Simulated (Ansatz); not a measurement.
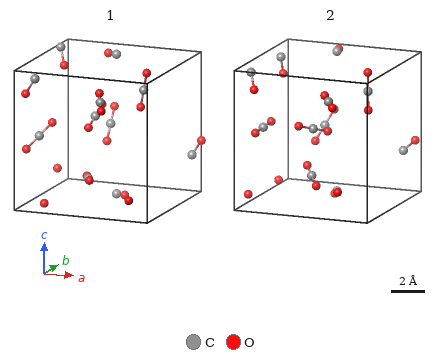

Two geometries of an amorphous cell of composition CO2, drawn at one scale. One is the start of a relaxation, the other its converged end. The picture is a ball-and-stick view of the cell of the calculation (origin shifted), seen slightly off an axis.

Level of theory: DFT PBE-D3(BJ), scalar-relativistic, plane waves, PAW in Ansatz 0.2.0. Settings: plane-wave cutoff 420 eV; k-point mesh 1 × 1 × 1; occupations fermi dirac; smearing width 0.02 eV; no spin polarisation; atoms relaxed in a fixed cell; force threshold 0.3 eV/Å; at most 15 steps.

**Which of the two is the end point?**

Structure 1 is the relaxed one. The cell holds 10 CO2. The run prepares the start of a later molecular dynamics calculation, from a guessed geometry. The atom that moves furthest is an O atom (1.81 Å along [−1 1 2]). By element the largest moves are O 1.81 Å, C 1.00 Å. The cell doesn't change. Among the contacts that change: C–O 1.179 → 1.170 Å. Over 14 accepted moves (16 points after the start) the energy falls by 1.533 eV per cell of the calculation. Largest force component: 1.2 eV/Å at the start, 0.026 eV/Å at the end. 2 steps only repeated the SCF at the same geometry. The forces were under the threshold at step 8, but the run went on from there.

Limits of the set-up: the program's low-accuracy preset was used.
